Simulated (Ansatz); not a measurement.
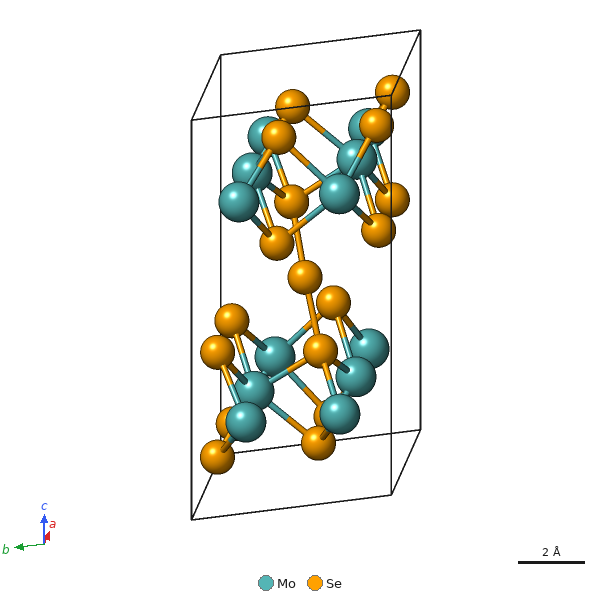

Drawn in the ball-and-stick manner and seen from a general direction. The frame is the supercell; atoms at its boundary are shown with their periodic copies. The host is MoSe2, in a cell of 24 sites, and the cell carries a charge of -2.

What defect is present?

Answer. An interstitial selenium atom. It is bonded to two Se in a nearly linear arrangement at about 2.3 to 2.4 Å. Not all metal-metal contacts are counted.

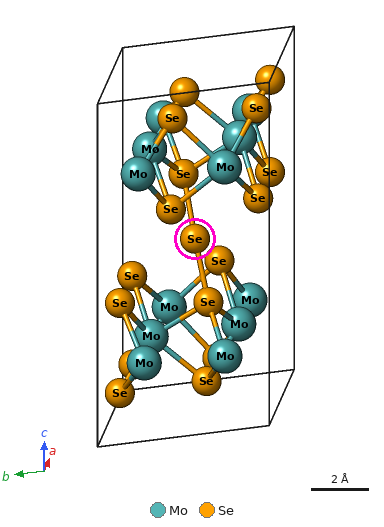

The same cell with a ring at the defect's site.

The atoms were relaxed in the host's cell with DFT PBE+D3(BJ), scalar-relativistic, plane waves, PAW in Ansatz 0.2.0.
